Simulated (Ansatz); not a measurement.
# Run report: WSe$_{2}$, single-point calculation (part 2 of 2)

Continued. System: WSe$_{2}$ (P6₃/mmc, 42 atoms in the cell). Method: DFT PBE+D3(BJ), scalar-relativistic, plane waves, PAW, no spin polarisation (Ansatz 0.2.0); cutoff 420 eV, 2×2×2 k-mesh, Gaussian smearing of 0.01 eV. The structure derives from a Materials Project entry. It belongs to a series of runs on one base structure; here: the perfect crystal in a cell of 42 atoms.

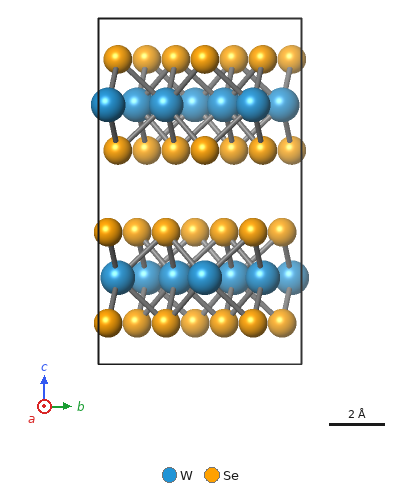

**Figure 1.** The input geometry (ball-and-stick view of the cell of the calculation, along the a axis). An atom can appear more than once, as a periodic image.

**Output, continued**
```
  k-point 0: bands = ["-60.9205", "-60.9205", "-60.9110", "-60.9110", "-60.9110", "-60.9110", "-60.9110", "-60.9110", "-60.9110", "-60.9110", ... 163 levels left out ..., "-25.1666", "-25.1666", "-25.1666", "-25.1666", "-25.1666", "-25.1666", "-25.1666", "-25.1417", "-25.1417", "-25.1417", "-25.1417", "-25.1417", "-25.1417", "-25.1417", "-25.1417", "-25.1417", "-25.1417", "-25.1417", "-25.1417", "-25.0727", "-25.0727", "-25.0727", "-25.0727", "-2.0077", "-1.6913", "-0.8770", "-0.3581", "-0.2769", "-0.2769",
      "-0.2769", "-0.2769", "-0.2769", "-0.2769", "-0.0489", "-0.0489", "-0.0489", "-0.0489", "-0.0489", "-0.0489", "0.1093", "0.1093", "0.1093", "0.1093", "0.1093", "0.1093", "0.3682", "0.3682", "0.3682", "0.3682", "0.3682", "0.3682", "6.0791", "7.2847", "7.2847", "7.2847", "7.2847", "7.2847", "7.2847", "7.3476", "7.5742", "7.5742", "7.5742", "7.5742", "7.5742", "7.5742", "8.2201", "8.2201", "8.2201", "8.2201",
      "8.2201", "8.2201", "8.3222", "8.3222", "8.3222", "8.3222", "8.3222", "8.3222", "8.3929", "8.3929", "8.3929", "8.3929", "8.3929", "8.3929", "9.1140", "9.1140", "9.1140", "9.1140", "9.1140", "9.1140", "9.3851", "9.3851", "9.3851", "9.3851", "9.3851", "9.3851", "9.5522", "9.9672", "9.9672", "9.9672", "9.9672", "9.9672", "9.9672", "10.5640", "10.5640", "10.5640", "10.5640", "10.5640", "10.5640", "10.7060",
      "10.7060", "10.7282", "10.7282", "10.7509", "10.7509", "10.7509", "10.7509", "10.7509", "10.7509", "11.1250", "11.1250", "11.1250", "11.1250", "11.1250", "11.1250", "11.3730", "11.3730", "11.3730", "11.3730", "11.3730", "11.3730", "11.8177", "11.8177", "11.8882", "11.8882", "12.1470", "12.2695", "12.2695", "12.2695", "12.2695", "12.2695", "12.2695", "12.3706", "12.3706", "12.3706", "12.3706", "12.3706", "12.3706", "12.3796", "13.3419",
      "14.5118", "14.5118", "14.5118", "14.5118", "14.5118", "14.5118", "15.4811", "15.4811", "15.4811", "15.4811", "15.4811", "15.4811", "15.6649", "15.6649", "15.6649", "15.6649", "15.6649", "15.6649", "15.6768", "15.6768", "15.6768", "15.6768", "15.6768", "15.6768", "15.8486", "15.8486", "15.8486", "15.8486", "15.8486", "15.8486", "15.9757", "15.9757", "16.0238", "16.0238", "16.0406", "16.0406", "16.2829", "16.2829", "16.6418", "16.6418",
      "16.6418", "16.6418", "16.6418", "16.6418", "16.9478", "16.9478", "16.9478", "16.9478", "16.9478", "16.9478", "17.9056"]
  k-point 1: bands = ["-60.9205", "-60.9205", "-60.9110", "-60.9110", "-60.9110", "-60.9110", "-60.9110", "-60.9110", "-60.9110", "-60.9110", ... 163 levels left out ..., "-25.1666", "-25.1666", "-25.1666", "-25.1666", "-25.1666", "-25.1666", "-25.1666", "-25.1417", "-25.1417", "-25.1417", "-25.1417", "-25.1417", "-25.1417", "-25.1417", "-25.1417", "-25.1417", "-25.1417", "-25.1417", "-25.1417", "-25.0727", "-25.0727", "-25.0727", "-25.0727", "-1.8789", "-1.8786", "-0.5922", "-0.5918", "-0.1966", "-0.1966",
      "-0.1966", "-0.1966", "-0.1966", "-0.1966", "-0.1964", "-0.1964", "-0.1964", "-0.1964", "-0.1964", "-0.1964", "0.2722", "0.2722", "0.2722", "0.2722", "0.2722", "0.2722", "0.2723", "0.2723", "0.2723", "0.2723", "0.2723", "0.2723", "6.5954", "6.5960", "7.4326", "7.4326", "7.4326", "7.4326", "7.4326", "7.4326", "7.4329", "7.4329", "7.4329", "7.4329", "7.4329", "7.4329", "8.1605", "8.1605", "8.1605", "8.1605",
      "8.1605", "8.1605", "8.1608", "8.1608", "8.1608", "8.1608", "8.1608", "8.1608", "8.7738", "8.7738", "8.7738", "8.7738", "8.7738", "8.7738", "8.7739", "8.7739", "8.7739", "8.7739", "8.7739", "8.7739", "9.8060", "9.8060", "9.8060", "9.8060", "9.8060", "9.8060", "9.8063", "9.8063", "9.8063", "9.8063", "9.8063", "9.8063", "10.6395", "10.6395", "10.6395", "10.6395", "10.6395", "10.6395", "10.6396", "10.6396",
      "10.6396", "10.6396", "10.6396", "10.6396", "10.6817", "10.6824", "10.7168", "10.7168", "10.7168", "10.7168", "11.1944", "11.1944", "11.1944", "11.1944", "11.1944", "11.1944", "11.1946", "11.1946", "11.1946", "11.1946", "11.1946", "11.1946", "11.8529", "11.8529", "11.8530", "11.8530", "12.3266", "12.3266", "12.3266", "12.3266", "12.3266", "12.3266", "12.3267", "12.3267", "12.3267", "12.3267", "12.3267", "12.3267", "13.1366", "13.1372",
      "14.8898", "14.8898", "14.8898", "14.8898", "14.8898", "14.8898", "14.8901", "14.8901", "14.8901", "14.8901", "14.8901", "14.8901", "15.7146", "15.7146", "15.7146", "15.7146", "15.7146", "15.7146", "15.7147", "15.7147", "15.7147", "15.7147", "15.7147", "15.7147", "15.9750", "15.9750", "15.9751", "15.9751", "16.1857", "16.1857", "16.1858", "16.1858", "16.2959", "16.2959", "16.2959", "16.2959", "16.2959", "16.2959", "16.2963", "16.2963",
      "16.2963", "16.2963", "16.2963", "16.2963", "17.4349", "17.4349", "17.4349", "17.4349", "17.4349", "17.4349", "17.4353"]
  k-point 2: bands = ["-60.9171", "-60.9171", "-60.9171", "-60.9171", "-60.9125", "-60.9125", "-60.9125", "-60.9125", "-60.9097", "-60.9097", ... 163 levels left out ..., "-25.1736", "-25.1736", "-25.1736", "-25.1603", "-25.1603", "-25.1565", "-25.1565", "-25.1565", "-25.1565", "-25.1475", "-25.1475", "-25.1475", "-25.1475", "-25.1292", "-25.1292", "-25.1191", "-25.1191", "-25.1191", "-25.1191", "-25.0921", "-25.0921", "-25.0921", "-25.0921", "-1.4827", "-1.4827", "-1.1749", "-1.1749", "-0.6172", "-0.6172",
      "-0.5761", "-0.5761", "-0.3543", "-0.3543", "-0.1223", "-0.1223", "-0.0848", "-0.0848", "0.1209", "0.2367", "0.2367", "0.2635", "0.3118", "0.3118", "0.3265", "0.4164", "0.4164", "0.4523", "0.4523", "0.4605", "0.5540", "0.5540", "6.4053", "6.7413", "6.7413", "6.7577", "7.0826", "7.0826", "7.3198", "7.3198", "7.3587", "7.3587", "7.6285", "7.6285", "7.6351", "7.7694", "7.7694", "7.8337", "7.8337", "7.8408",
      "7.9866", "7.9866", "8.1084", "8.1084", "8.3452", "8.3904", "8.3904", "8.6633", "8.6633", "8.8117", "8.8117", "8.9888", "8.9888", "9.1432", "9.1432", "9.1719", "9.1781", "9.1781", "9.2757", "9.2757", "9.3580", "9.3580", "9.4386", "9.4386", "9.5547", "9.5547", "9.6966", "9.6966", "9.9263", "9.9263", "9.9793", "9.9869", "9.9869", "10.1062", "10.2674", "10.2674", "10.3797", "10.3797", "10.6238", "10.6644",
      "10.6644", "10.8128", "10.8128", "10.8964", "10.9590", "10.9590", "11.0678", "11.0678", "11.0841", "11.0841", "11.1291", "11.1291", "11.1778", "11.1778", "11.2451", "11.2451", "11.3439", "11.3439", "11.4784", "11.4784", "11.6637", "11.6637", "11.8586", "11.9743", "12.0421", "12.1033", "12.1033", "12.1138", "12.1138", "12.1856", "12.1856", "12.2885", "12.3017", "12.3017", "12.4957", "12.4957", "12.5476", "12.5476", "12.8535", "12.8535",
      "14.5781", "14.5781", "14.7681", "14.7681", "14.9989", "14.9989", "15.1929", "15.1929", "15.3326", "15.3326", "15.3918", "15.3918", "15.4178", "15.4178", "15.4226", "15.4226", "15.4251", "15.4251", "15.4970", "15.5434", "15.6180", "15.6186", "15.6186", "15.7771", "15.7771", "15.7862", "15.7862", "15.7920", "15.7920", "15.8983", "15.8983", "16.0098", "16.0098", "16.0311", "16.2632", "16.2632", "16.2665", "16.6382", "16.6382", "16.6435",
      "16.6435", "16.7234", "16.7234", "16.9326", "16.9326", "16.9761", "16.9761", "17.0856", "17.2416", "17.2558", "17.2558"]
  k-point 3: bands = ["-60.9171", "-60.9171", "-60.9171", "-60.9171", "-60.9125", "-60.9125", "-60.9125", "-60.9125", "-60.9097", "-60.9097", ... 163 levels left out ..., "-25.1736", "-25.1736", "-25.1736", "-25.1603", "-25.1603", "-25.1565", "-25.1565", "-25.1565", "-25.1565", "-25.1475", "-25.1475", "-25.1475", "-25.1475", "-25.1292", "-25.1292", "-25.1191", "-25.1191", "-25.1191", "-25.1191", "-25.0921", "-25.0921", "-25.0921", "-25.0921", "-1.3611", "-1.3611", "-1.3608", "-1.3608", "-0.5206", "-0.5206",
      "-0.5203", "-0.5203", "-0.3191", "-0.3191", "-0.3188", "-0.3188", "0.1102", "0.1102", "0.1104", "0.1104", "0.1704", "0.1705", "0.3470", "0.3470", "0.3471", "0.3471", "0.4153", "0.4153", "0.5202", "0.5202", "0.5203", "0.5203", "6.5676", "6.5678", "7.2011", "7.2011", "7.2014", "7.2014", "7.2064", "7.2064", "7.2070", "7.2070", "7.5722", "7.5722", "7.5726", "7.5726", "7.6772", "7.6775", "7.6907", "7.6907",
      "7.6907", "7.6907", "8.2015", "8.2015", "8.2019", "8.2019", "8.7829", "8.7829", "8.7832", "8.7832", "8.8410", "8.8414", "8.9782", "8.9782", "8.9784", "8.9784", "9.3936", "9.3936", "9.3937", "9.3937", "9.5106", "9.5106", "9.5109", "9.5109", "9.9801", "9.9801", "9.9803", "9.9803", "10.0043", "10.0043", "10.0048", "10.0048", "10.0392", "10.0393", "10.1646", "10.1646", "10.1647", "10.1647", "10.7166", "10.7166",
      "10.7170", "10.7170", "10.7181", "10.7183", "10.8473", "10.8473", "10.8473", "10.8473", "11.1035", "11.1035", "11.1037", "11.1037", "11.1619", "11.1619", "11.1619", "11.1619", "11.3988", "11.3988", "11.3989", "11.3989", "11.7475", "11.7475", "11.7475", "11.7475", "11.9741", "11.9742", "12.1159", "12.1159", "12.1159", "12.1159", "12.1313", "12.1316", "12.4824", "12.4824", "12.4824", "12.4824", "12.7014", "12.7014", "12.7016", "12.7016",
      "14.9411", "14.9411", "14.9413", "14.9413", "15.1003", "15.1003", "15.1003", "15.1003", "15.1004", "15.1004", "15.1005", "15.1005", "15.4815", "15.4816", "15.4816", "15.4816", "15.5163", "15.5163", "15.5780", "15.5780", "15.5782", "15.5782", "15.8252", "15.8252", "15.8255", "15.8255", "15.8605", "15.8605", "15.8609", "15.8609", "15.8623", "15.8625", "16.2856", "16.2856", "16.2858", "16.2858", "16.3915", "16.3915", "16.3919", "16.3919",
      "16.6986", "16.6989", "16.7932", "16.7932", "16.7934", "16.7934", "17.2912", "17.2912", "17.2915", "17.2915", "17.4081"]
```
